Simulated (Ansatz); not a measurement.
# Fe (bcc): which electronic and magnetic state is lowest

Task: compare starts of the moments and shells of Fe (bcc) at a fixed cell. The run doesn't test whether this is the element's stable form.

Computed with Ansatz 0.2.0 (DFT r²SCAN, scalar-relativistic, plane waves, PAW, unless a step's input says otherwise).

**1. The starting structure**

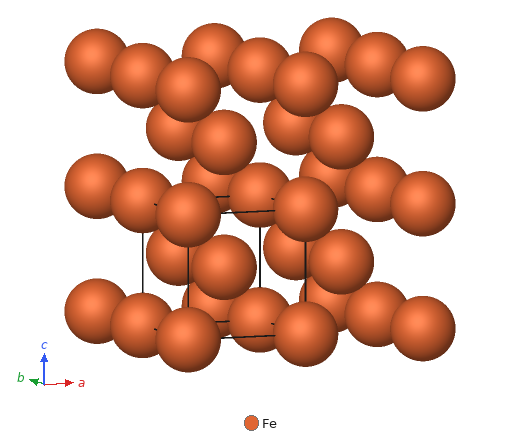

Start, viewed slightly off an axis; iron orange. 2×2×2 cells are drawn. Atoms on the faces are drawn again on the opposite ones. The cell drawn here is the conventional one.

Coordinates:

```cif
data_structure
_symmetry_space_group_name_H-M 'Im-3m'
_symmetry_Int_Tables_number 229
_cell_length_a 2.8662
_cell_length_b 2.8662
_cell_length_c 2.8662
_cell_angle_alpha 90.000
_cell_angle_beta 90.000
_cell_angle_gamma 90.000
_cell_volume 23.55
loop_
_atom_site_label
_atom_site_type_symbol
_atom_site_symmetry_multiplicity
_atom_site_Wyckoff_symbol
_atom_site_fract_x
_atom_site_fract_y
_atom_site_fract_z
_atom_site_occupancy
Fe1 Fe 2 a 0.00000 0.00000 0.00000 1
```

This cell comes from an earlier session at r²SCAN: 11.774 Å³/atom at 0.00 GPa, on a 20×20×20 mesh, no gap, moments in the atoms' spheres Fe 2.81 μB.

**2. No spin polarisation**

The input, input.yaml:

```yaml
crystal:
  lattice:
    - [-1.4331238912, 1.4331238912, 1.4331238912]
    - [1.4331238912, -1.4331238912, 1.4331238912]
    - [1.4331238912, 1.4331238912, -1.4331238912]
  atoms:
    - { symbol: Fe, position: [0.0, 0.0, 0.0] }
basis:
  ecutwfc: 500
  ecutrho_ratio: 4
kpoints:
  mp_grid: { grid: [20, 20, 20] }
hamiltonian:
  xc: r2scan
scf:
  occupations: { method: gaussian, width: 0.05 }
output:
  forces: true
  stress: true
  eigenvalues: true
```

The program printed, shortened:

```text
Warning: RAYON_NUM_THREADS=2 ignored (pool sized by the plan → 2); use --threads N
[...]
Pseudopotentials: kind: paw
Pseudopotential: Fe, paw, valence charge 16, recommended cutoff 500 eV (meta_gga), Fe.paw.azcp
Functional definition: r2SCAN
[...]
Crystal: 1 atoms, lattice volume = 11.774 Å³
Basis set: ecut = 500 eV, 321 PW (Γ), exchange–correlation on 80×80×80 points (64 copies of the dense FFT grid, shifted against one another)
Bands: 12, of which v1, the nominal top of the filled ones, is band 8 counted from 1 (7 counted from 0)
Symmetry: 48 space group operations
Space group: Im-3m (ITA 229), of the structure as read, at distance tolerance 2.3e-5 Å
k-points: 256 of 8000
[...]
SCF iter   1: F=—  HF=-4484.611426 eV  |F-HF|=—  |Δ(HF+E_count)|=         —  Δρ=1.52e-2  dr2=6.62e-3  dr2_τ=2.57e-2  ethr=1.77e-3  ⟨swp⟩=4.9  Hψ=16012  notcnv=0
[...]
SCF iter   7: F=-4484.652793 eV  HF=-4484.652793 eV  |F-HF|=4.94e-9  |Δ(HF+E_count)|=   1.76e-9  Δρ=1.03e-5  dr2=6.55e-9  dr2_τ=1.16e-10  ethr=6.25e-10  ⟨swp⟩=5.2  Hψ=14305  notcnv=0
[...]
SCF converged after 7 iterations
Free energy (F): -4484.652793 eV
[...]
E sigma→0 (E₀):  -4484.651023 eV
Entropy (-TS):   -0.003540 eV (-3.540 meV/atom)
Fermi energy:    17.679291 eV
[...]
--- Forces (eV/Å), atoms counted from 1 ---
  atom   1  Fe    -0.00000000     0.00000000    -0.00000000
[...]
--- Stress (GPa, compression-positive) ---
      -31.808657       0.000000      -0.000000
        0.000000     -31.808657       0.000000
        0.000000      -0.000000     -31.808657
  P = ⅓ Tr σ = -31.8087 GPa (-318.087 kbar)
--- Band table (eV; the first three rows and the last of 256) ---
  k-point 0: bands = ["-72.7408", "-37.2004", "-37.2004", "-37.2004", "8.8354", "15.9906", "15.9906", "15.9906", "17.7119", "17.7119", "42.5020", "42.5020"]
[...]
```

It took 2.2 s on 2 threads of an Arm CPU, shared host; peak memory 0.35 GiB.

Result: volume 11.774 Å³/atom, pressure -31.81 GPa, metallic.

**3. Antiferromagnetic, doubled cell, propagation vector (0, 0, 1/2)**

The input, input.yaml:

```yaml
crystal:
  lattice:
    - [-1.4331238912, 1.4331238912, 1.4331238912]
    - [1.4331238912, -1.4331238912, 1.4331238912]
    - [2.8662477824, 2.8662477824, -2.8662477824]
  atoms:
    - { symbol: Fe, position: [0.0, 0.0, 0.0], spin: 2.5 }
    - { symbol: Fe, position: [0.0, 0.0, 0.5], spin: -2.5 }
basis:
  ecutwfc: 500
  ecutrho_ratio: 4
kpoints:
  mp_grid: { grid: [20, 20, 10] }
hamiltonian:
  xc: r2scan
scf:
  occupations: { method: gaussian, width: 0.05 }
output:
  forces: true
  stress: true
  eigenvalues: true
  populations: true
magnetization:
  spin_polarized: true
```

The program printed, shortened:

```text
Warning: RAYON_NUM_THREADS=2 ignored (pool sized by the plan → 2); use --threads N
[...]
Pseudopotentials: kind: paw
Pseudopotential: Fe, paw, valence charge 16, recommended cutoff 500 eV (meta_gga), Fe.paw.azcp
Functional definition: r2SCAN
[...]
Crystal: 2 atoms, lattice volume = 23.547 Å³
Basis set: ecut = 500 eV, 609 PW (Γ), exchange–correlation on 80×80×160 points (64 copies of the dense FFT grid, shifted against one another)
Bands: 23, of which v1, the nominal top of the filled ones, is band 16 counted from 1 (15 counted from 0)
Symmetry: 8 space group operations
Space group: Cmmm (ITA 65), of the structure as read, at distance tolerance 2.9e-5 Å
Magnetic group: BNS 65.490 (UNI 588), of the structure as read, at distance tolerance 2.9e-5 Å
k-points: 616 of 4000
[...]
Starting moments: Σ|m| = 5 μB on 2 of 2 sites
Starting magnetic order: antiferromagnet; a translation exchanges its spin sublattices: spin-degenerate at every k-point
[...]
WARN: an SCF from ferromagnetic starting moments (-2.59, -2.59 Bohr magnetons, atom by atom) was not made, by what the run has read of turns of its moments that order reads lower: the deck asks for what bars it, or types moments that do (magnetization.spin_polarized, in the input [...]
SCF converged after 14 iterations
Magnetization: 0.0000 μB (16.0000 up, 16.0000 down)
Absolute magnetization: 5.3599 μB (∫|ρ↑−ρ↓|, with the PAW one-centre terms)
Spin contamination: 2.4370 ħ² per cell (⟨S²⟩ above its minimum at these occupations)
Per-site moments (μB) at R_I (Å): [(2.586498554411736, 1.023925399653425), (-2.586498554411736, 1.023925399653425)]
Free energy (F): -8971.057557 eV
[...]
E sigma→0 (E₀):  -8971.056020 eV
Entropy (-TS):   -0.003073 eV (-1.537 meV/atom)
Fermi energy:    18.116471 eV
[...]
--- Forces (eV/Å), atoms counted from 1 ---
  atom   1  Fe    -0.00000000    -0.00000000     0.00000000
  atom   2  Fe     0.00000000     0.00000000     0.00000000
[...]
--- Stress (GPa, compression-positive) ---
       -2.410021       8.932593       0.000000
        8.932593      -2.410021       0.000000
        0.000000       0.000000      -0.628326
  P = ⅓ Tr σ = -1.8161 GPa (-18.161 kbar)
--- Band table (eV; the first three rows and the last of 1232) ---
[... band rows left out ...]
[...]
--- Löwdin populations: 2 sites ---
  site symbol       q [e]    m [muB]
     0     Fe     15.7302     2.6086
     1     Fe     15.7302    -2.6086
  spilling = 0.016864 (of n_electrons = 32.000000)
```

Caution: the run may have ended on a state that is not the lowest.

Wall time 45 s (2 threads of an Arm CPU, shared host); peak memory 0.87 GiB.

Read off: volume 11.774 Å³/atom, pressure -1.82 GPa, a metal on this mesh, moments in the atoms' spheres Fe 2.59, -2.59 μB.

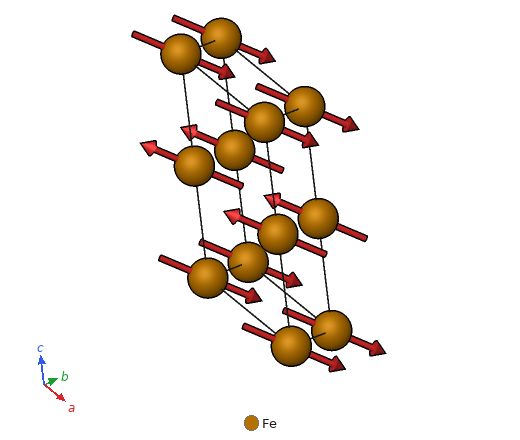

Spin moments on the atoms; the longest arrow is 2.59 μB, and the direction is arbitrary without spin–orbit coupling.

**4. Antiferromagnetic, doubled cell, propagation vector (1/2, 1/2, 1/2)**

Edit input.yaml of step 3 so:

```diff
@@ -2,4 +2,4 @@
   lattice:
-    - [-1.4331238912, 1.4331238912, 1.4331238912]
-    - [1.4331238912, -1.4331238912, 1.4331238912]
+    - [0.0, 2.8662477824, 0.0]
+    - [2.8662477824, 0.0, 0.0]
     - [2.8662477824, 2.8662477824, -2.8662477824]
```

The program printed, shortened:

```text
Warning: RAYON_NUM_THREADS=2 ignored (pool sized by the plan → 2); use --threads N
[...]
Pseudopotentials: kind: paw
Pseudopotential: Fe, paw, valence charge 16, recommended cutoff 500 eV (meta_gga), Fe.paw.azcp
Functional definition: r2SCAN
[...]
Crystal: 2 atoms, lattice volume = 23.547 Å³
Basis set: ecut = 500 eV, 619 PW (Γ), exchange–correlation on 96×96×160 points (64 copies of the dense FFT grid, shifted against one another)
Bands: 23, of which v1, the nominal top of the filled ones, is band 16 counted from 1 (15 counted from 0)
Symmetry: 48 space group operations
Space group: Pm-3m (ITA 221), of the structure as read, at distance tolerance 2.9e-5 Å
Magnetic group: BNS 221.97 (UNI 1599), of the structure as read, at distance tolerance 2.9e-5 Å
k-points: 146 of 4000
[...]
Starting moments: Σ|m| = 5 μB on 2 of 2 sites
Starting magnetic order: antiferromagnet; a translation exchanges its spin sublattices: spin-degenerate at every k-point
[...]
WARN: an SCF from ferromagnetic starting moments (-2.78, -2.78 Bohr magnetons, atom by atom) was not made, by what the run has read of turns of its moments that order reads lower: the deck asks for what bars it, or types moments that do (magnetization.spin_polarized, in the input [...]
SCF converged after 28 iterations
Magnetization: 0.0000 μB (16.0000 up, 16.0000 down)
Absolute magnetization: 5.7811 μB (∫|ρ↑−ρ↓|, with the PAW one-centre terms)
Spin contamination: 2.6704 ħ² per cell (⟨S²⟩ above its minimum at these occupations)
Per-site moments (μB) at R_I (Å): [(2.8127458225836524, 1.023925399653425), (-2.8127458225836524, 1.023925399653425)]
Free energy (F): -8970.328296 eV
[...]
E sigma→0 (E₀):  -8970.327873 eV
Entropy (-TS):   -0.000847 eV (-0.423 meV/atom)
Fermi energy:    18.347697 eV
[...]
--- Forces (eV/Å), atoms counted from 1 ---
  atom   1  Fe    -0.00000000     0.00000000     0.00000000
  atom   2  Fe     0.00000000     0.00000000     0.00000000
[...]
--- Stress (GPa, compression-positive) ---
        8.833551       0.000000       0.000000
        0.000000       8.833551      -0.000000
        0.000000       0.000000       8.833551
  P = ⅓ Tr σ = 8.8336 GPa (88.336 kbar)
--- Band table (eV; the first three rows and the last of 292) ---
[... band rows left out ...]
[...]
--- Löwdin populations: 2 sites ---
  site symbol       q [e]    m [muB]
     0     Fe     15.7128     2.8418
     1     Fe     15.7128    -2.8418
  spilling = 0.017953 (of n_electrons = 32.000000)
```

Caution: the run may have ended on a state that is not the lowest.

Wall time 74 s (2 threads of an Arm CPU, shared host); peak memory 0.96 GiB.

Result: volume 11.774 Å³/atom, pressure 8.83 GPa, metallic, moments in the atoms' spheres Fe 2.81, -2.81 μB.

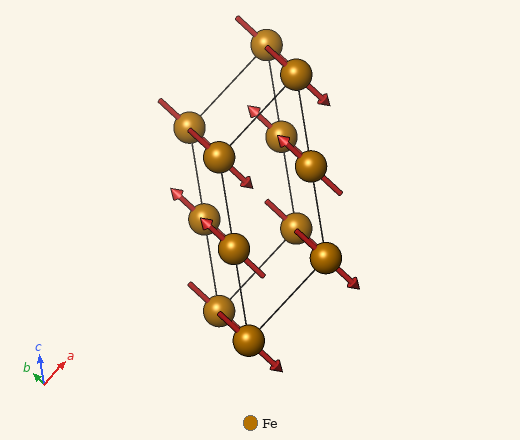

Spin moments on the atoms; the longest arrow is 2.81 μB, and the direction is arbitrary without spin–orbit coupling.

**5. Small parallel starting moments**

The input, input.yaml:

```yaml
crystal:
  lattice:
    - [-1.4331238912, 1.4331238912, 1.4331238912]
    - [1.4331238912, -1.4331238912, 1.4331238912]
    - [1.4331238912, 1.4331238912, -1.4331238912]
  atoms:
    - { symbol: Fe, position: [0.0, 0.0, 0.0], spin: 0.5 }
basis:
  ecutwfc: 500
  ecutrho_ratio: 4
kpoints:
  mp_grid: { grid: [20, 20, 20] }
hamiltonian:
  xc: r2scan
scf:
  occupations: { method: gaussian, width: 0.05 }
output:
  forces: true
  stress: true
  eigenvalues: true
  populations: true
magnetization:
  spin_polarized: true
```

The program printed, shortened:

```text
Warning: RAYON_NUM_THREADS=2 ignored (pool sized by the plan → 2); use --threads N
[...]
Pseudopotentials: kind: paw
Pseudopotential: Fe, paw, valence charge 16, recommended cutoff 500 eV (meta_gga), Fe.paw.azcp
Functional definition: r2SCAN
[...]
Crystal: 1 atoms, lattice volume = 11.774 Å³
Basis set: ecut = 500 eV, 321 PW (Γ), exchange–correlation on 80×80×80 points (64 copies of the dense FFT grid, shifted against one another)
Bands: 13, of which v1, the nominal top of the filled ones, is band 8 counted from 1 (7 counted from 0)
Symmetry: 48 space group operations
Space group: Im-3m (ITA 229), of the structure as read, at distance tolerance 2.3e-5 Å
Magnetic group: BNS 229.140 (UNI 1642), of the structure as read, at distance tolerance 2.3e-5 Å
k-points: 256 of 8000
[...]
Starting moments: Σ|m| = 0.5 μB on 1 of 1 site
[...]
Absolute magnetization: 2.9791 μB (∫|ρ↑−ρ↓|, with the PAW one-centre terms)
Spin contamination: 0.1252 ħ² per cell (⟨S²⟩ above its minimum at these occupations)
Per-site moments (μB) at R_I (Å): [(2.8051439288610256, 1.023925399653425)]
Free energy (F): -4485.894082 eV
[...]
E sigma→0 (E₀):  -4485.893712 eV
Entropy (-TS):   -0.000739 eV (-0.739 meV/atom)
Fermi energy:    17.733669 eV
[...]
--- Forces (eV/Å), atoms counted from 1 ---
  atom   1  Fe    -0.00000000     0.00000000     0.00000000
[...]
--- Stress (GPa, compression-positive) ---
       -0.002482       0.000000      -0.000000
        0.000000      -0.002482      -0.000000
        0.000000       0.000000      -0.002482
  P = ⅓ Tr σ = -0.0025 GPa (-0.025 kbar)
--- Band table (eV; the first three rows and the last of 512) ---
  k-point 0 ↑: bands = ["-74.4227", "-38.8945", "-38.8945", "-38.8945", "9.1480", "14.6670", "14.6670", "14.6670", "15.8666", "15.8666", "42.6418", "42.6418", "42.6418"]
[...]
--- Löwdin populations: 1 site ---
  site symbol       q [e]    m [muB]
     0     Fe     15.7348     2.8058
  spilling = 0.016573 (of n_electrons = 16.000000)
```

It took 8.3 s on 2 threads of an Arm CPU, shared host; peak memory 0.4 GiB.

Result: volume 11.774 Å³/atom, pressure 0.00 GPa, a metal on this mesh, moments in the atoms' spheres Fe 2.81 μB.

**6. The magnetic starts side by side**

Energies have the smearing extrapolated to zero.

| start | from the base state (meV/atom) | gap (eV) | pressure (GPa) | moments in spheres (μB) |
| --- | --- | --- | --- | --- |
| ferromagnetic | 0.0 | metal | 0.00 | Fe 2.81 |
| no spin polarisation | 1242.7 | metal | -31.81 | none |
| antiferromagnetic, doubled cell, propagation vector (0, 0, 1/2) | 365.7 | metal | -1.82 | Fe 2.59, -2.59 |
| antiferromagnetic, doubled cell, propagation vector (1/2, 1/2, 1/2) | 729.8 | metal | 8.83 | Fe 2.81, -2.81 |
| small parallel starting moments | 0.0 | metal | 0.00 | Fe 2.81 |

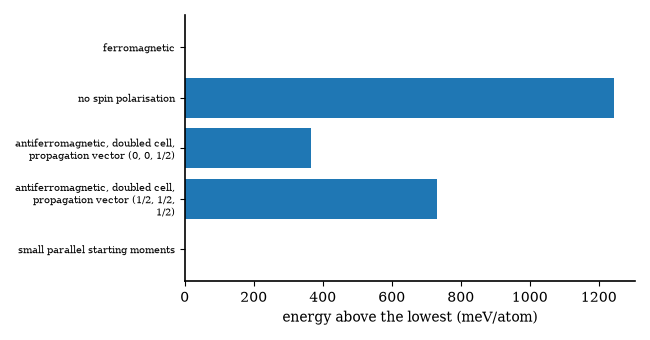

Energy of each magnetic start above the lowest.

Propagation vectors are in units of the typed cell's reciprocal vectors.

**7. What came out**

| quantity | value |
| --- | --- |
| lowest magnetic start | ferromagnetic |
| next in this table | 365.7 meV/atom higher |

**Reading.** The lowest state comes from the start «ferromagnetic», matched within 0.3 meV/atom by «small parallel starting moments»; the next lies 365.7 meV/atom higher. At this cell, forbidding spin polarisation costs 1243 meV/atom. Only a few orders and starts were tried, so a lower state isn't excluded.
